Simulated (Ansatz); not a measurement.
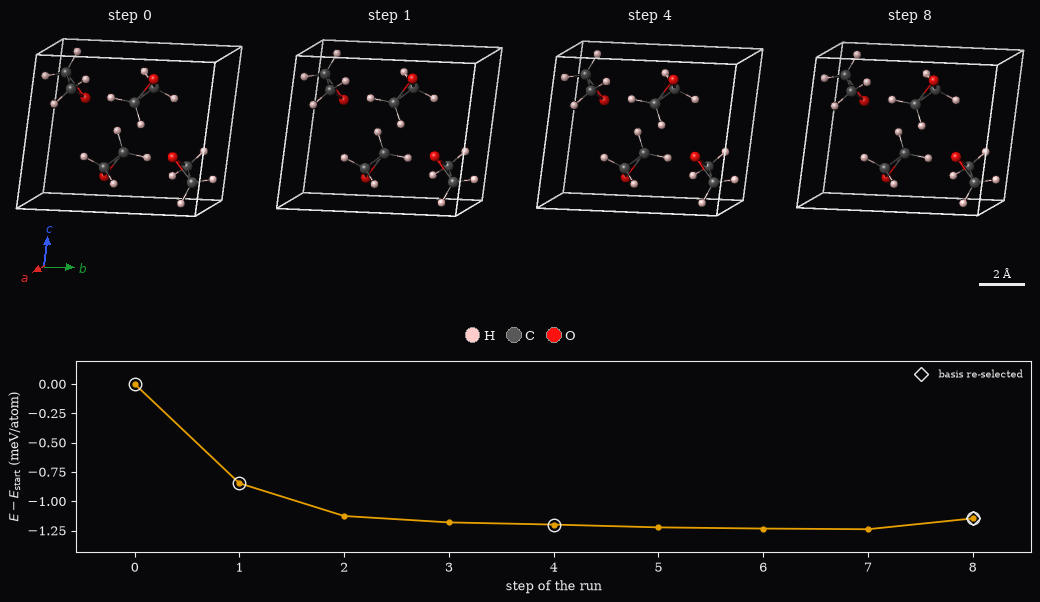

Frames of a relaxation of solid H$_{4}$C$_{2}$O (set up in P2_1/c), marked on the history of the run. The picture is a ball-and-stick view of the cell of the calculation, seen slightly off an axis.

Case: relaxed again at another level of theory.

The calculation used Ansatz, DFT r2SCAN, scalar-relativistic, plane waves, PAW. Settings: plane-wave cutoff 500 eV; k-point mesh 6 × 4 × 4; occupations gaussian; smearing width 0.02 eV; no spin polarisation; cell and atoms relaxed; force threshold 0.02 eV/Å; at most 50 steps.

What happens along the run?

Answer. After 7 accepted moves (8 points after the start) the energy has fallen by 1.1 meV per atom. The largest force component goes from 0.23 to 0.0061 eV/Å. Pressure: −1.67 GPa at the start and 0.00 GPa at the end. The SCF was repeated once at an unchanged geometry on a basis and grid sized afresh for the cell, which shifted the energy by 0.1 meV per atom at most. The largest moves relative to the cell, 0.078 Å, are those of O atoms. By element the largest moves are O 0.078 Å, H 0.067 Å, C 0.024 Å. Cell: a 4.667 → 4.593 Å (−1.6 %), b 8.367 → 8.473 Å (+1.3 %), c 7.381 → 7.206 Å (−2.4 %), β 118.3° → 117.8°. Volume −2.2 %. Some distances before and after: C–O 1.444 → 1.436 Å, C–H 1.092 → 1.085 Å, C–C 1.465 → 1.459 Å. The space group stays P2_1/c (No. 14). Cost: 3.7 min on 4 threads of Arm Neoverse V1, on a shared host, peak memory 1.6 GiB. From step 0 to 1: O atoms move most (0.09 Å), volume −1.2 %, energy −0.8 meV per atom. From step 1 to 4: H atoms move most (0.04 Å), volume −0.7 %, energy −0.4 meV per atom. From step 4 to 8: H atoms move most (0.03 Å), volume −0.3 %, energy +0.1 meV per atom.
